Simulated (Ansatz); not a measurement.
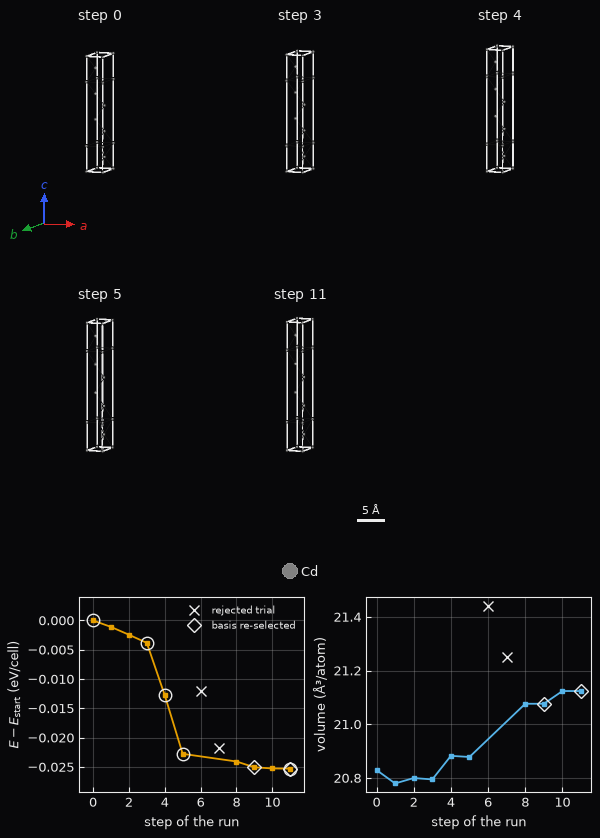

Frames of a relaxation of crystalline Cd (a generated structure, set up in R-3m), marked on the history of the run. A ball-and-stick model of the conventional cell (3 times the calculation's cell), seen from a free direction. Lengths and directions refer to the drawn axes.

Case: Ag → Cd on all its sites, cell and atoms relaxed.

Level of theory: DFT PBEsol, scalar-relativistic, plane waves, PAW in Ansatz 0.2.0.

The input:
```yaml
crystal:
  lattice:
    - [1.5441736844, 0.8915290924, 7.5651853161]
    - [-1.5441736844, 0.8915290924, 7.5651853161]
    - [0.0, -1.7830581847, 7.5651853161]
  atoms:
    - { symbol: Cd, position: [0.0, 0.0, 0.0] }
    - { symbol: Cd, position: [0.7779979607, 0.7779979607, 0.7779979607] }
    - { symbol: Cd, position: [0.2220020393, 0.2220020393, 0.2220020393] }
basis:
  ecutwfc: 420
kpoints:
  mp_grid: { grid: [18, 18, 18] }
hamiltonian:
  xc: pbesol
scf:
  occupations: { method: gaussian, width: 0.1 }
output:
  forces: true
  stress: true
  eigenvalues: true
  write_density: true
  write_potential: true
  elf: true
  volumetric_format: npy
relax:
  adjacent_minimum: "off"
  f_tol: 0.01
  max_steps: 60
  cell: { stress_tol: 0.1 }
```

Command:
```bash
ansatz run input.yaml --threads 1 --pin off --max-ram 2560MiB --backend cpu --events-out ev --progress --plain --runs-dir out
```

**What happens along the run?**

No atom moves by more than 0.005 Å relative to the cell. Cell: a = b 3.088 → 2.946 Å (−4.6 %), c 22.696 → 25.287 Å (+11.4 %). Volume +1.4 %. Some distances before and after: Cd2–Cd3 3.080 → 3.277 Å, Cd1–Cd2 3.093 → 3.288 Å, Cd1–Cd1 3.088 → 2.946 Å. The space group stays R-3m (No. 166). The energy falls by 25.3 meV per cell of the calculation in 7 accepted moves (11 points after the start). The largest force component goes from 0.0027 to 0.0025 eV/Å. Pressure: −0.10 GPa at the start and 0.00 GPa at the end. The line search rejected the trial steps at points 6, 7 of the run. The SCF was repeated twice at an unchanged geometry on a basis and grid sized afresh for the cell, which shifted the energy by 1.0 meV per cell of the calculation at most. Cost: 10 min on 1 thread of Arm Neoverse V2, on a shared host, peak memory 1.1 GiB. From step 0 to 3: volume −0.2 %, energy −3.8 meV per cell of the calculation. From step 3 to 4: volume +0.4 %, energy −8.9 meV per cell of the calculation. From step 4 to 5: energy −10.0 meV per cell of the calculation. From step 5 to 11: volume +1.2 %, energy −2.5 meV per cell of the calculation.

```tsv
step	E − E(0), meV/atom	largest force component, eV/Å	pressure, GPa	volume, Å³/atom	note
0	0.00	0.0027	-0.10	20.830	
1	-0.37	0.0015	0.04	20.780	
2	-0.81	0.0002	-0.01	20.800	
3	-1.28	0.0001	0.00	20.795	
4	-4.25	0.0076	0.00	20.882	
5	-7.59	0.0300	0.62	20.878	
6	-4.04	0.1317	-0.71	21.442	rejected
7	-7.25	0.0122	-0.61	21.249	rejected
8	-8.02	0.0037	-0.01	21.077	
9	-8.35	0.0037	0.05	21.077	same geometry, new basis
10	-8.42	0.0025	0.00	21.124	
11	-8.43	0.0025	0.00	21.124	same geometry, new basis
```
